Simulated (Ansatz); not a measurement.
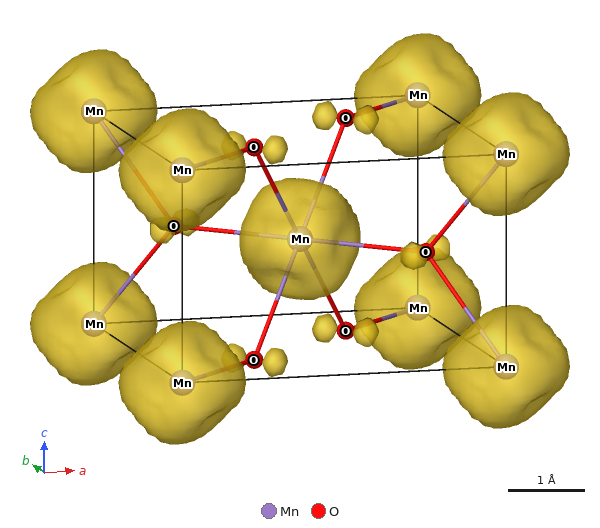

Figure 1: MnO₂. Isosurfaces of the spin density (up minus down) at +0.3 (yellow) and −0.3 e/Å³ (cyan), seen slightly off an axis. Sticks mark near contacts.

Space group P4₂/mnm; changed on purpose from its base cell (volume × 1.03, shape and atoms relaxed); computed pressure about −7 GPa in this cell; the SCF solution may not be the lowest one; the program warned that another magnetic order may lie lower; spin-polarised.

Theory: Ansatz, DFT PBEsol, scalar-relativistic, plane waves, PAW.

In a PAW calculation such maps are meaningful between the atoms, not at the nuclei.

Where is the spin, and how is it ordered?

Answer. The spin density sits on Mn: +2.4 μB (×2) in one cell of 6 atoms, with smaller moments on other sites: O (up to +0.10 μB): parallel moments (a ferromagnetic arrangement) in this solution. The cell of the calculation (6 atoms) carries 6.0 μB of net spin moment. Only one sign reaches the isovalue.
